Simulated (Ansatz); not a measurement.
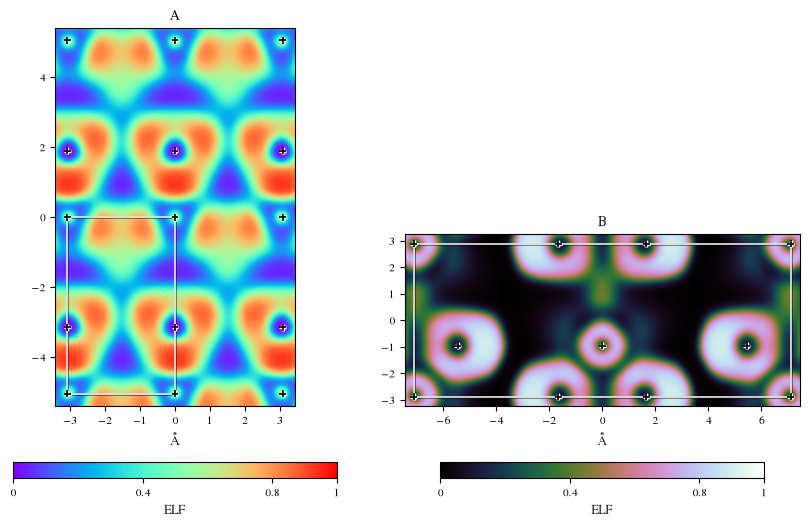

The electron localisation function of 2 systems, each on a plane through atoms (crosses mark nuclei in the plane).

These are results of Ansatz 0.2.0, DFT r2SCAN, scalar-relativistic, plane waves, PAW, not measurements.

System 1: SiC, the (100) plane of the conventional cell. Space group P6₃mc; started from the SiC prototype.

System 2: MoSe$_{2}$, the (110) plane of the conventional cell. Space group P6₃/mmc; started from the MoSe2 prototype; changed on purpose from its base cell (volume × 1.040); the program warned that a starting moment wasn't kept; spin-polarised, but the moments vanished.

```
Mo Se
1.0
     3.32765    0.00000    0.00000
    -1.66382    2.88183    0.00000
     0.00000    0.00000   14.19483
Mo Se
2 4
Direct
  0.33333 0.66667 0.25000
  0.66667 0.33333 0.75000
  0.33333 0.66667 0.63357
  0.66667 0.33333 0.13357
  0.33333 0.66667 0.86643
  0.66667 0.33333 0.36643
```

> Match each panel to its system.

Panel A is system 1, SiC: the plane holds Si and C. Si–C (1.90 Å): the ELF peaks at about 0.95 between the atoms (a shared electron pair). Panel B is system 2, MoSe$_{2}$: the plane holds Mo and Se. Mo–Se (2.53 Å): the ELF is about 0.50 at the midpoint.
